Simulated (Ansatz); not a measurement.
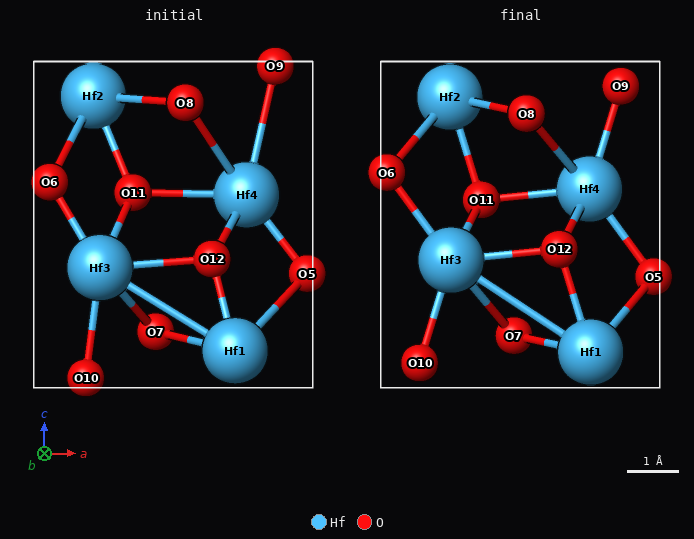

The structure of crystalline HfO2 (set up in P1) before (left) and after (right) a relaxation, at one scale.

Style: ball-and-stick. Shown: the cell of the calculation, along the b axis.

Case: all atoms moved at random, sigma 0.15 Å for each component; relaxed back.

All numbers below come from DFT r2SCAN, scalar-relativistic, plane waves, PAW (Ansatz).

Input
```yaml
crystal:
  lattice:
    - [5.5407018328, 0.0, 0.0]
    - [0.0, 3.3166991134, 0.0]
    - [0.0, 0.0, 6.4680332083]
  atoms:
    - { symbol: Hf, position: [0.7214806304, 0.1949430265, 0.1132855322] }
    - { symbol: Hf, position: [0.2140659968, 0.780824371, 0.8937182981] }
    - { symbol: Hf, position: [0.2376931304, 0.2283851943, 0.3680441653] }
    - { symbol: Hf, position: [0.7622247958, 0.7375754477, 0.5912632925] }
    - { symbol: O, position: [0.9792961662, 0.7158102881, 0.3499225009] }
    - { symbol: O, position: [0.0581186141, 0.2835116068, 0.6301157516] }
    - { symbol: O, position: [0.4372127757, 0.7459771838, 0.1717132002] }
    - { symbol: O, position: [0.5435254976, 0.3238095654, 0.87373898] }
    - { symbol: O, position: [0.865487395, 0.7553024712, 0.9860077091] }
    - { symbol: O, position: [0.1866873158, 0.2710166764, 0.0297353014] }
    - { symbol: O, position: [0.3550442103, 0.6887030874, 0.597959351] }
    - { symbol: O, position: [0.639163472, 0.2741410814, 0.3944959177] }
basis:
  ecutwfc: 500
kpoints:
  mp_grid: { grid: [4, 6, 4] }
hamiltonian:
  xc: r2scan
scf:
  occupations: { method: gaussian, width: 0.05 }
output:
  forces: true
  stress: true
  eigenvalues: true
relax:
  adjacent_minimum: "off"
  f_tol: 0.01
  max_steps: 80
  cell: { stress_tol: 0.1 }
```

Run as
```bash
ansatz run input.yaml --threads 2 --pin off --max-ram 5120MiB --backend cpu --events-out ev --progress --plain --runs-dir out
```

> What changed between the two?

Over 5 accepted moves (6 points after the start) the energy falls by 6.361 eV per cell of the calculation. Largest force component: 5.7 eV/Å at the start, 0.0016 eV/Å at the end. The pressure goes from 24.87 to −0.03 GPa. The SCF was repeated once at an unchanged geometry on a basis and grid sized afresh for the cell, which shifted the energy by less than 0.05 meV per cell of the calculation at most. The largest moves, 0.40 Å, are those of O9 and O10. O10 goes along [−2 −1 2]. Largest moves by element: O 0.40 Å, Hf 0.25 Å. The cell doesn't change. Near-neighbour distances that change, for instance: Hf1–O10 2.646 → 2.159 Å, Hf4–O9 2.617 → 2.133 Å, Hf4–O8 2.930 → 2.560 Å, Hf2–Hf4 3.616 → 3.317 Å. Among the angles between lasting bonds that change: Hf2–O10–Hf2 123.4° → 102.3°, Hf2–O6–Hf3 117.9° → 100.6°, Hf1–O8–Hf4 117.1° → 100.6°. The space group (tolerance 0.01 Å) goes from P1 (No. 1) to Pnma (No. 62).
